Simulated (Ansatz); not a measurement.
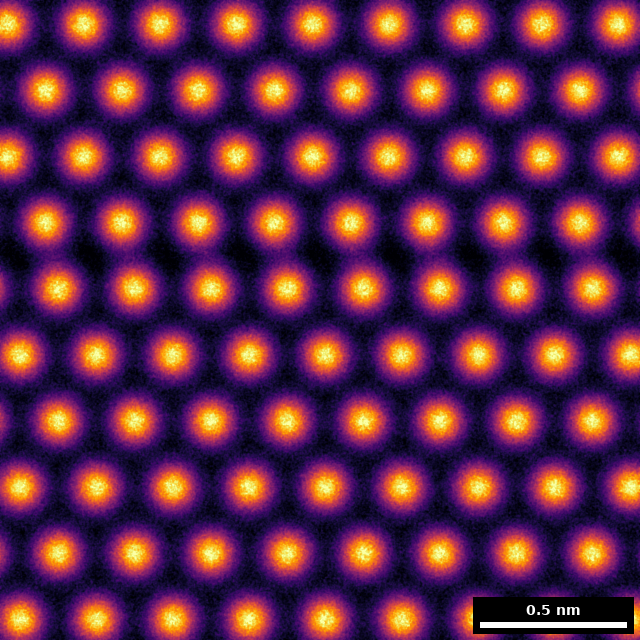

Integrated-DPC-like image of Ti (Im-3m, No. 229) along [111]. Simulated as the projected potential of neutral atoms (B = 0.8 Å²) blurred by a 1.07 Å probe, the thin-sample limit of integrated differential phase contrast. Shot noise was added.

One planar defect was built into the perfect crystal by geometry alone, without relaxation. Host structure: the end point of a relaxation with DFT, PBEsol, plane waves (420 eV) with PAW, scalar-relativistic (Ansatz); the starting structure was generated, so it need not be a known form of this composition.

Question: Find the planar defect and say what kind it is.

Answer: A planar fault (a stacking fault) runs horizontally about 9 Å below the top edge. The part above it is shifted along the boundary by 1/3 of the 2.62 Å repeat of the rows (0.9 Å to the right, the same as 1.7 Å to the left); both parts keep the same orientation.
